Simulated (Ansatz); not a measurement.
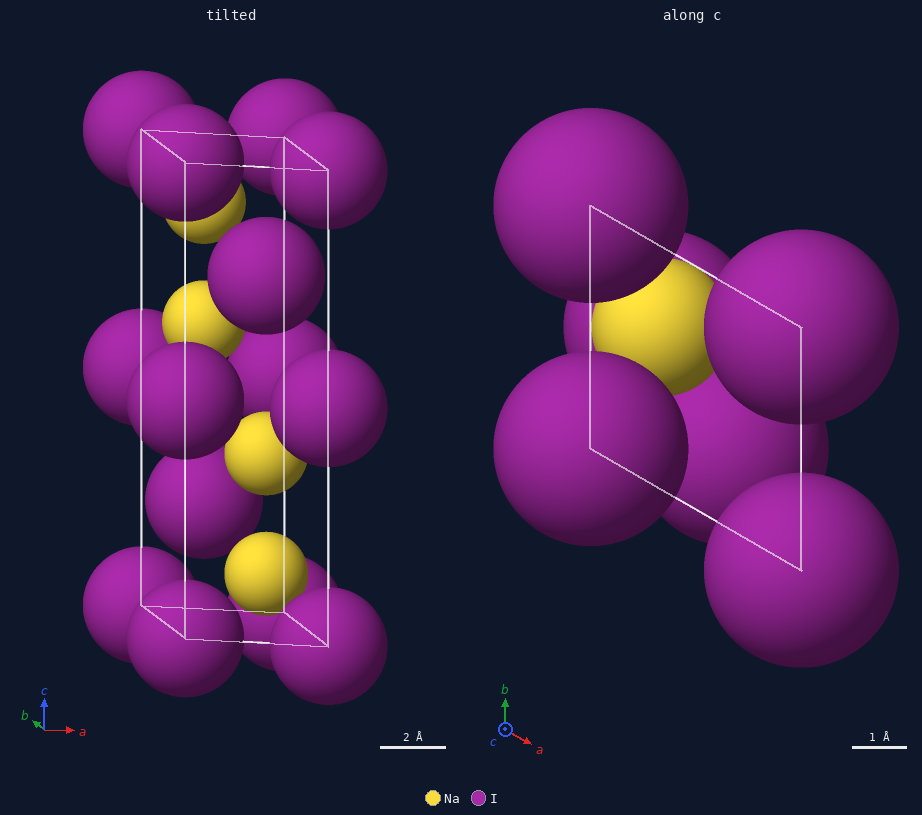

An orthographic space-filling view of the structure, slightly off an axis and along the c axis. Lines trace the edges of the conventional unit cell. Cell: a = 4.59 Å, b = 4.59 Å, c = 15.29 Å, α = 90.00°, β = 90.00°, γ = 120.00°.

The initial geometry was a structure type filled with these elements by a generator (whether the compound takes this form wasn't checked). Earlier steps of the study, as a rule a relaxation of our own, may have changed the cell and positions, so they can lie some per cent off the listed ones. It went into a calculation with Ansatz.

**What can be read from this drawing?**

Formula: NaI. The atoms follow space group P6_3/mmc (No. 194); the Bravais lattice is primitive hexagonal. Cell content: 4 Na, 4 I, that is 4 formula units. Each Na has six I in an octahedral arrangement at about 3.3 Å. Each I atom has six Na at about 3.3 Å around it.

Results below were computed with DFT PBE, scalar-relativistic, plane waves, PAW (Ansatz); the settings were plane-wave cutoff 420 eV, a 6×6×2 grid in reciprocal space, Gaussian smearing of 0.02 eV, no spin polarisation.

**What does the calculation say: metal or gapped?**

An insulator at this level, with a gap of 3.52 eV, direct.

**What net charge does each kind of atom have (Bader)?**

Na +0.85 e; I -0.85 e.

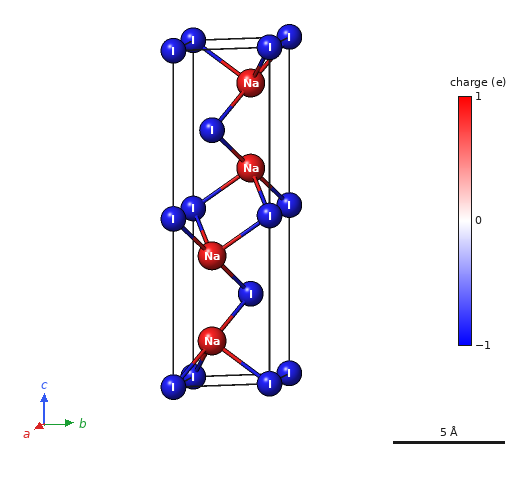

The atoms coloured by those charges. The run's cell of 8 atoms is drawn.

**Are forces and stress small enough to call this relaxed?**

Yes. All forces vanish to within 0.01 eV/Å. The pressure is 0.0 GPa, close to zero.
